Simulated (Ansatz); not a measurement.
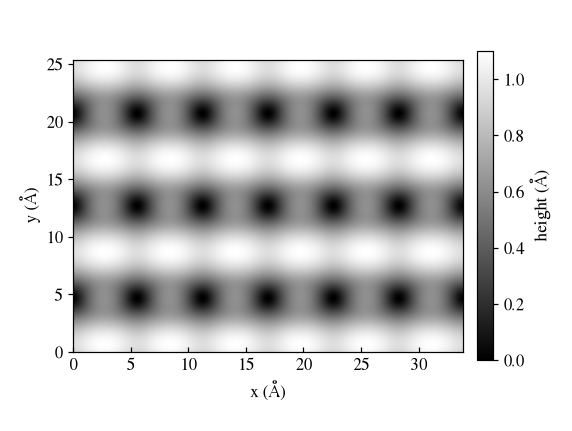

Simulated STM image (constant-current image at a set point of 9.8 × 10⁻⁶ e/Å³, sample bias −0.25 V).

The STM signal is simulated in the Tersoff–Hamann approximation. Bias windows are sharp sums over the levels of the k mesh.

**What is the lattice of this pattern?**

The pattern repeats on a rectangular lattice with shortest vectors of 5.7 Å and 8.1 Å at 90°, a cell of 45.9 Å², with 1 maximum above 60 % of the range in each cell.

The surface:

Mo(110) (Fm-3m bulk, 6 atomic planes (those closer than 0.6 Å count as one), 7 Å) with one Mo vacancy in a 2 × 2 cell. The brightest spots lie over the top Mo atoms away from the vacancy; the darkest points are over the sites above the Mo atoms 1.9 Å below the top plane.

Theory: DFT PBEsol, scalar-relativistic, plane waves, PAW in Ansatz 0.2.0. Cutoff 420 eV, 11 × 8 k-points, Gaussian smearing 0.1 eV, dipole correction. The slab is a cut without reconstruction beyond its cell, at the source's lattice constants, with its lower half held fixed and the rest relaxed. The defects repeat every 5.7 Å and interact, so states at the Fermi level and the work function belong to this dense array. This isn't the element's usual bcc form. No spin polarisation. The run warns that the functional's potential is rough in the thin density of the vacuum, where the tip is; weak contrasts and barriers may feel it. On this mesh the free atoms still feel up to 0.14 eV/Å.
